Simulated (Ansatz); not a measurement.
## Ni: a changed input and its effect

System: Ni (Fm-3m, 27 atoms in the cell).
Method of run A: DFT PBE, scalar-relativistic, plane waves, PAW, spin-polarised (Ansatz 0.2.0).

The structure derives from a Materials Project entry. Text and figures count atoms from 1; the logs count them from 0 in places.

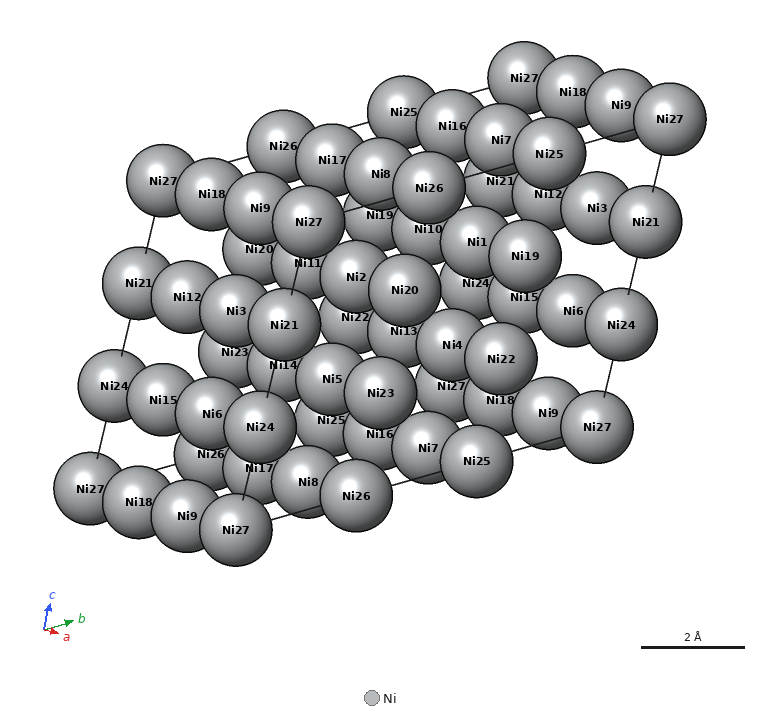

Figure 1. The structure (spheres-only view of the cell of the calculation, seen slightly off an axis; atoms are numbered from 1 in the order of the input).

## The input, run A
```yaml
crystal:
  lattice:
    - [0.0, -5.277719392, -5.277719392]
    - [-5.277719392, -5.277719392, 0.0]
    - [-5.277719392, 0.0, -5.277719392]
  atoms:
    - { symbol: Ni, position: [0.6666666667, 0.6666666667, 0.6666666667], spin: 0.75 }
    - { symbol: Ni, position: [0.6666666667, 0.3333333333, 0.6666666667], spin: 0.75 }
    - { symbol: Ni, position: [0.6666666667, 0.0, 0.6666666667], spin: 0.75 }
    - { symbol: Ni, position: [0.6666666667, 0.6666666667, 0.3333333333], spin: 0.75 }
    - { symbol: Ni, position: [0.6666666667, 0.3333333333, 0.3333333333], spin: 0.75 }
    - { symbol: Ni, position: [0.6666666667, 0.0, 0.3333333333], spin: 0.75 }
    - { symbol: Ni, position: [0.6666666667, 0.6666666667, 0.0], spin: 0.75 }
    - { symbol: Ni, position: [0.6666666667, 0.3333333333, 0.0], spin: 0.75 }
    - { symbol: Ni, position: [0.6666666667, 0.0, 0.0], spin: 0.75 }
    - { symbol: Ni, position: [0.3333333333, 0.6666666667, 0.6666666667], spin: 0.75 }
    - { symbol: Ni, position: [0.3333333333, 0.3333333333, 0.6666666667], spin: 0.75 }
    - { symbol: Ni, position: [0.3333333333, 0.0, 0.6666666667], spin: 0.75 }
    - { symbol: Ni, position: [0.3333333333, 0.6666666667, 0.3333333333], spin: 0.75 }
    - { symbol: Ni, position: [0.3333333333, 0.3333333333, 0.3333333333], spin: 0.75 }
    - { symbol: Ni, position: [0.3333333333, 0.0, 0.3333333333], spin: 0.75 }
    - { symbol: Ni, position: [0.3333333333, 0.6666666667, 0.0], spin: 0.75 }
    - { symbol: Ni, position: [0.3333333333, 0.3333333333, 0.0], spin: 0.75 }
    - { symbol: Ni, position: [0.3333333333, 0.0, 0.0], spin: 0.75 }
    - { symbol: Ni, position: [0.0, 0.6666666667, 0.6666666667], spin: 0.75 }
    - { symbol: Ni, position: [0.0, 0.3333333333, 0.6666666667], spin: 0.75 }
    - { symbol: Ni, position: [0.0, 0.0, 0.6666666667], spin: 0.75 }
    - { symbol: Ni, position: [0.0, 0.6666666667, 0.3333333333], spin: 0.75 }
    - { symbol: Ni, position: [0.0, 0.3333333333, 0.3333333333], spin: 0.75 }
    - { symbol: Ni, position: [0.0, 0.0, 0.3333333333], spin: 0.75 }
    - { symbol: Ni, position: [0.0, 0.6666666667, 0.0], spin: 0.75 }
    - { symbol: Ni, position: [0.0, 0.3333333333, 0.0], spin: 0.75 }
    - { symbol: Ni, position: [0.0, 0.0, 0.0], spin: 0.75 }
basis:
  ecutwfc: 420
  xc_grid: 2
kpoints:
  mp_grid: { grid: [4, 4, 4], shift: [0.0, 0.0, 0.0] }
hamiltonian:
  xc: pbe
scf:
  occupations: { method: gaussian, width: 0.1 }
output:
  forces: true
  stress: true
  eigenvalues: true
  populations: true
magnetization:
  spin_polarized: true
```

Command:
```bash
ansatz run input.yaml --threads 4 --pin off --max-ram 8192MiB --backend cpu --events-out ev --progress --plain --runs-dir out
```

Hardware: 4 threads of AMD EPYC (Zen 3), 189 GiB of memory available, shared host.

## Output, shortened to warnings, some set-up lines, iterations and results (run A)
```
Basis set: ecut = 420 eV, 5769 PW (Γ), exchange–correlation on 100×100×100 points (8 copies of the dense FFT grid, shifted against one another)
Symmetry: 1296 space group operations
k-points: 8 of 64
Initial density: superposition of atomic densities (chi_scale 0.1, normalization cell)
[...]
SCF iter   1: F=—  HF=-157651.593914 eV  |F-HF|=—  |Δ(HF+E_count)|=         —  Δρ=7.86e-2 (↑1.11e-2 ↓7.86e-2)  dr2=1.31e1  dr2_m=3.52e0  M=22.597 μB ∫|m|=23.957 μB  β_m=0.30  …
SCF iter   2: F=—  HF=-157650.354715 eV  |F-HF|=—  |Δ(HF+E_count)|=    1.24e0  Δρ=3.03e-2 (↑3.03e-2 ↓2.20e-2)  dr2=3.34e-1  dr2_m=1.51e0  M=22.029 μB ∫|m|=23.527 μB  β_m=0.33 …
SCF iter   3: F=—  HF=-157658.972057 eV  |F-HF|=—  |Δ(HF+E_count)|=    8.62e0  Δρ=2.35e-2 (↑2.35e-2 ↓9.50e-3)  dr2=6.76e-1  dr2_m=3.95e-1  M=21.093 μB ∫|m|=22.881 μB  …
SCF iter   4: F=—  HF=-157670.526008 eV  |F-HF|=—  |Δ(HF+E_count)|=    1.16e1  Δρ=2.08e-2 (↑1.40e-2 ↓2.08e-2)  dr2=2.01e0  dr2_m=5.21e-2  M=19.200 μB ∫|m|=21.576 μB  β_m=0.80 …
SCF iter   5: F=—  HF=-157672.521810 eV  |F-HF|=—  |Δ(HF+E_count)|=    2.00e0  Δρ=5.55e-3 (↑5.55e-3 ↓1.50e-3)  dr2=9.10e-2  dr2_m=1.68e-2  M=18.741 μB ∫|m|=21.274 μB  …
SCF iter   6: F=—  HF=-157672.561777 eV  |F-HF|=—  |Δ(HF+E_count)|=   4.00e-2  Δρ=2.35e-3 (↑1.08e-3 ↓2.35e-3)  dr2=1.28e-2  dr2_m=1.45e-3  M=18.671 μB ∫|m|=21.264 μB  …
SCF iter   7: F=—  HF=-157672.571963 eV  |F-HF|=—  |Δ(HF+E_count)|=   1.02e-2  Δρ=3.49e-4 (↑1.94e-4 ↓3.49e-4)  dr2=6.74e-4  dr2_m=4.43e-5  M=18.719 μB ∫|m|=21.312 μB  …
SCF iter   8: F=—  HF=-157672.571867 eV  |F-HF|=—  |Δ(HF+E_count)|=   9.60e-5  Δρ=7.15e-5 (↑6.65e-5 ↓7.15e-5)  dr2=1.17e-5  dr2_m=9.41e-6  M=18.722 μB ∫|m|=21.316 μB  …
SCF iter   9: F=—  HF=-157672.571868 eV  |F-HF|=—  |Δ(HF+E_count)|=   7.56e-7  Δρ=1.77e-5 (↑7.47e-6 ↓1.77e-5)  dr2=6.13e-7  dr2_m=2.05e-7  M=18.725 μB ∫|m|=21.320 μB  …
SCF iter  10: F=—  HF=-157672.571868 eV  |F-HF|=—  |Δ(HF+E_count)|=   2.86e-7  Δρ=1.62e-5 (↑4.88e-6 ↓1.62e-5)  dr2=6.80e-7  dr2_m=9.96e-8  M=18.725 μB ∫|m|=21.321 μB  …
SCF iter  11: F=—  HF=-157672.571868 eV  |F-HF|=—  |Δ(HF+E_count)|=   1.27e-7  Δρ=1.75e-6 (↑1.75e-6 ↓9.37e-7)  dr2=1.31e-9  dr2_m=4.59e-9  M=18.725 μB ∫|m|=21.321 μB  …
SCF iter  12: F=-157672.571868 eV  HF=-157672.571868 eV  |F-HF|=1.95e-9  |Δ(HF+E_count)|=   1.37e-9  Δρ=6.67e-7 (↑4.81e-7 ↓6.67e-7)  dr2=2.15e-9  dr2_m=2.61e-11  M=18.725 μB …
SCF 1 converged in 12 iterations: F = -157672.571868 eV  dr2 = 2.15e-9
SCF converged after 12 iterations
Magnetization: 18.7255 μB (252.3627 up, 233.6373 down)
Absolute magnetization: 21.3440 μB (∫|ρ↑−ρ↓|, with the PAW one-centre terms)
Spin contamination: 0.2152 ħ² per cell (⟨S²⟩ above its minimum at these occupations)
Per-site moments (μB) at R_I (Å): [(0.7346760853942087, 1.026275572102809), (0.7346760853942086, 1.026275572102809), (0.7346760853942086, 1.026275572102809), (0.7346760853942087, 1.026275572102809), (0.7346760853942087, 1.0262755721028092), (0.7346760853942088, 1.026275572102809), …
Free energy (F): -157672.571868 eV
Harris-Foulkes:  -157672.571868 eV  (|F-HF|=1.95e-9)
Internal energy: -157672.354565 eV  (E = F + TS)
E sigma→0 (E₀):  -157672.463217 eV
Entropy (-TS):   -0.217303 eV (-8.048 meV/atom)
Fermi energy:    18.170200 eV
--- Per-component energies (eV) ---
  E_band       = -7690.822822
  E_kinetic    = 7614.032837
  E_local      = -92826.138426  (includes V_loc(G=0)·N_el)
  E_nonlocal   = 17155.966698
  E_hartree    = 38743.179727
  E_xc         = -2289.676947
  E_vxc        = -2952.535144  (∫ρ·V_xc dr)
  E_paw        = -43996.449143  (= ΣΔE_a)
  E_vpaw       = -14168.505556  (= ΣTr[D̂ρ^β])
  E_aug_tail   = 0.015822  (compensation charges beyond the density's cutoff)
  E_ewald      = -82073.285135
  E_smearing   = -0.217303  (= −TS)
  E_closure    = -0.000000  (closes the sum)
  Σ components = -157672.571868   (vs F -157672.571868, Δ=0.00e0)
--- Forces (eV/Å), atoms counted from 1 ---
  atom   1  Ni     0.00000000     0.00000000     0.00000000
  atom   2  Ni     0.00000000    -0.00000000     0.00000000
  atom   3  Ni     0.00000000     0.00000000     0.00000000
  atom   4  Ni    -0.00000000    -0.00000000     0.00000000
  atom   5  Ni     0.00000000    -0.00000000     0.00000000
  atom   6  Ni     0.00000000     0.00000000    -0.00000000
[...]
```

For run B the input was changed thus:
```diff
+  mixing: { preconditioner: local_kerker }
-  populations: true
+accuracy: high
```

What does this change do to the results?

The energy doesn't change within 0.01 meV per atom. The number of SCF iterations is the same.

## Output, shortened to warnings, some set-up lines, iterations and results (run B)
```
Basis set: ecut = 420 eV, 5769 PW (Γ), exchange–correlation on 120×120×120 points (8 copies of the dense FFT grid, shifted against one another)
Symmetry: 1296 space group operations
k-points: 8 of 64
Initial density: superposition of atomic densities (chi_scale 0.1, normalization cell)
[...]
SCF iter   1: F=—  HF=-157651.593899 eV  |F-HF|=—  |Δ(HF+E_count)|=         —  Δρ=7.86e-2 (↑1.11e-2 ↓7.86e-2)  dr2=1.31e1  dr2_m=3.52e0  M=22.597 μB ∫|m|=23.959 μB  β_m=0.30  …
SCF iter   2: F=—  HF=-157650.248295 eV  |F-HF|=—  |Δ(HF+E_count)|=    1.35e0  Δρ=3.14e-2 (↑3.14e-2 ↓2.05e-2)  dr2=3.71e-1  dr2_m=1.48e0  M=21.992 μB ∫|m|=23.483 μB  β_m=0.33 …
SCF iter   3: F=—  HF=-157658.819361 eV  |F-HF|=—  |Δ(HF+E_count)|=    8.57e0  Δρ=2.37e-2 (↑2.37e-2 ↓9.41e-3)  dr2=6.96e-1  dr2_m=4.12e-1  M=21.098 μB ∫|m|=22.879 μB  …
SCF iter   4: F=—  HF=-157670.593293 eV  |F-HF|=—  |Δ(HF+E_count)|=    1.18e1  Δρ=2.09e-2 (↑1.39e-2 ↓2.09e-2)  dr2=2.03e0  dr2_m=5.46e-2  M=19.191 μB ∫|m|=21.570 μB  β_m=0.80 …
SCF iter   5: F=—  HF=-157672.507249 eV  |F-HF|=—  |Δ(HF+E_count)|=    1.91e0  Δρ=5.44e-3 (↑5.44e-3 ↓1.43e-3)  dr2=8.29e-2  dr2_m=1.47e-2  M=18.767 μB ∫|m|=21.301 μB  …
SCF iter   6: F=—  HF=-157672.567423 eV  |F-HF|=—  |Δ(HF+E_count)|=   6.02e-2  Δρ=2.30e-3 (↑5.55e-4 ↓2.30e-3)  dr2=8.08e-3  dr2_m=2.99e-3  M=18.681 μB ∫|m|=21.273 μB  …
SCF iter   7: F=—  HF=-157672.571886 eV  |F-HF|=—  |Δ(HF+E_count)|=   4.46e-3  Δρ=1.44e-4 (↑1.12e-4 ↓1.44e-4)  dr2=1.57e-4  dr2_m=3.46e-6  M=18.724 μB ∫|m|=21.315 μB  …
SCF iter   8: F=—  HF=-157672.571869 eV  |F-HF|=—  |Δ(HF+E_count)|=   1.67e-5  Δρ=3.65e-5 (↑1.69e-5 ↓3.65e-5)  dr2=2.57e-6  dr2_m=1.49e-6  M=18.725 μB ∫|m|=21.318 μB  …
SCF iter   9: F=—  HF=-157672.571868 eV  |F-HF|=—  |Δ(HF+E_count)|=   6.76e-7  Δρ=6.45e-6 (↑2.02e-6 ↓6.45e-6)  dr2=6.99e-8  dr2_m=3.89e-8  M=18.726 μB ∫|m|=21.319 μB  …
SCF iter  10: F=-157672.571868 eV  HF=-157672.571868 eV  |F-HF|=7.65e-9  |Δ(HF+E_count)|=   8.79e-9  Δρ=1.25e-6 (↑9.69e-7 ↓1.25e-6)  dr2=7.88e-9  dr2_m=5.58e-11  M=18.726 μB …
SCF iter  11: F=—  HF=-157672.571868 eV  |F-HF|=—  |Δ(HF+E_count)|=   1.54e-9  Δρ=3.55e-7 (↑1.44e-7 ↓3.55e-7)  dr2=4.07e-10  dr2_m=3.20e-11  M=18.725 μB ∫|m|=21.319 μB  …
SCF iter  12: F=-157672.571868 eV  HF=-157672.571868 eV  |F-HF|=5.82e-11  |Δ(HF+E_count)|=  2.91e-11  Δρ=8.14e-8 (↑3.49e-8 ↓8.14e-8)  dr2=2.42e-11  dr2_m=1.63e-12  M=18.725 …
SCF 1 converged in 12 iterations: F = -157672.571868 eV  dr2 = 2.42e-11
SCF converged after 12 iterations
Magnetization: 18.7255 μB (252.3627 up, 233.6373 down)
Absolute magnetization: 21.3418 μB (∫|ρ↑−ρ↓|, with the PAW one-centre terms)
Spin contamination: 0.2152 ħ² per cell (⟨S²⟩ above its minimum at these occupations)
Per-site moments (μB) at R_I (Å): [(0.7346762806443581, 1.026275572102809), (0.7346762806443584, 1.026275572102809), (0.7346762806443581, 1.026275572102809), (0.7346762806443581, 1.026275572102809), (0.7346762806443583, 1.0262755721028092), (0.7346762806443581, 1.026275572102809), …
Free energy (F): -157672.571868 eV
Harris-Foulkes:  -157672.571868 eV  (|F-HF|=5.82e-11)
Internal energy: -157672.354566 eV  (E = F + TS)
E sigma→0 (E₀):  -157672.463217 eV
Entropy (-TS):   -0.217303 eV (-8.048 meV/atom)
Fermi energy:    18.170209 eV
--- Per-component energies (eV) ---
  E_band       = -7690.818552
  E_kinetic    = 7614.033514
  E_local      = -92826.120168  (includes V_loc(G=0)·N_el)
  E_nonlocal   = 17155.961432
  E_hartree    = 38743.165060
  E_xc         = -2289.677641
  E_vxc        = -2952.536063  (∫ρ·V_xc dr)
  E_paw        = -43996.447450  (= ΣΔE_a)
  E_vpaw       = -14168.505164  (= ΣTr[D̂ρ^β])
  E_aug_tail   = 0.015822  (compensation charges beyond the density's cutoff)
  E_ewald      = -82073.285135
  E_smearing   = -0.217303  (= −TS)
  E_closure    = 0.000000  (closes the sum)
  Σ components = -157672.571868   (vs F -157672.571868, Δ=0.00e0)
--- Forces (eV/Å), atoms counted from 1 ---
  atom   1  Ni    -0.00000000     0.00000000    -0.00000000
  atom   2  Ni    -0.00000000    -0.00000000    -0.00000000
  atom   3  Ni     0.00000000    -0.00000000    -0.00000000
  atom   4  Ni    -0.00000000     0.00000000    -0.00000000
  atom   5  Ni     0.00000000     0.00000000    -0.00000000
  atom   6  Ni    -0.00000000    -0.00000000     0.00000000
[...]
```

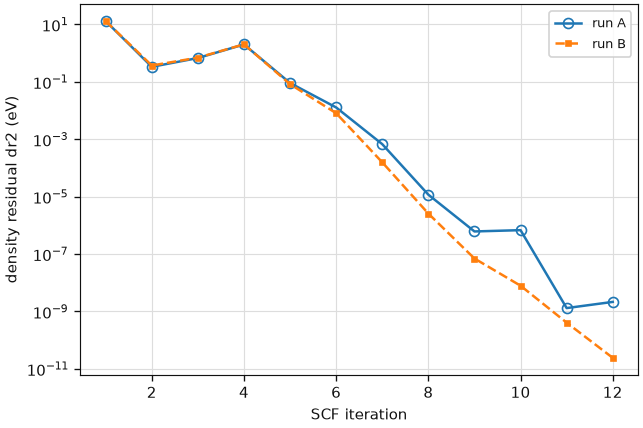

Figure 2. Convergence of the two runs: density residual dr2 against the SCF iteration. Run A takes 12 iterations in all, and run B takes 12.

## The two runs side by side

| quantity | run A | run B |
| --- | --- | --- |
| outcome | converged | converged |
| free energy per atom (eV) | −5839.7249 | −5839.7249 |
| energy per atom, smearing taken to zero (eV) | −5839.7209 | −5839.7209 |
| gap on the mesh (eV) | 0.00 | 0.00 |
| net moment of the cell (μB) | 18.73 | 18.73 |
| absolute moment of the cell (μB) | 21.34 | 21.34 |
| pressure (GPa) | 0.44 | 0.44 |
| largest force (eV/Å) | 0.000 | 0.000 |
| SCF iterations | 12 | 12 |
| irreducible k-points | 8 | 8 |
| plane waves at Γ | 5769 | 5769 |
| wall time (shared host) | 2.3 min | 2 min |
